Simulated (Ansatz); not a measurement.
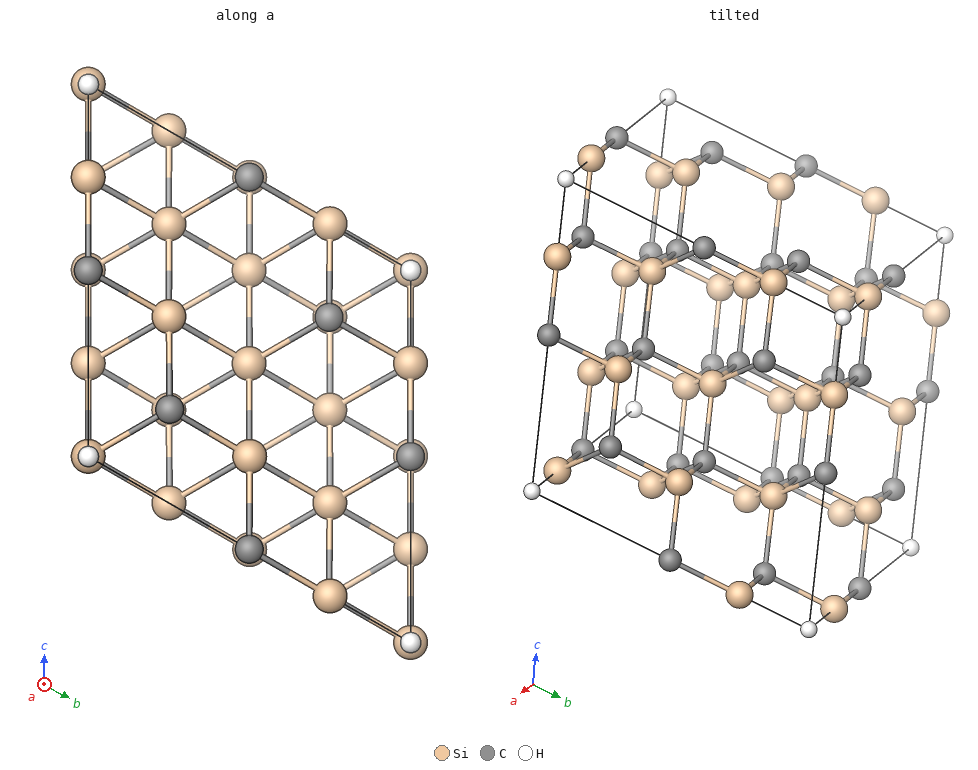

Shown here is a ball-and-stick view of the crystal, taken along the a axis and slightly off an axis. The frame is the simulation cell; atoms at its boundary are shown with their periodic copies.

Si₁₆HC₁₆, a = 7.59 Å, b = 7.59 Å, c = 7.59 Å, α = 109.47°, β = 109.47°, γ = 109.47°.

Theory: DFT PBE, scalar-relativistic, plane waves, PAW (Ansatz). Numerical settings: a kinetic-energy cutoff of 420 eV, 2×2×2 k-mesh, Gaussian smearing of 0.02 eV, collinear spins.

Is the electronic structure metallic or gapped?

Answer. A semiconductor at this level, with a gap of 0.12 eV on the k-mesh (the true edges may lie between mesh points, so the gap can be somewhat smaller).

The cell started as a structure listed in the Materials Project, repeated into a supercell with a point defect put in. The cell was then strained or its atoms displaced on purpose. A calculation with Ansatz used it as input.
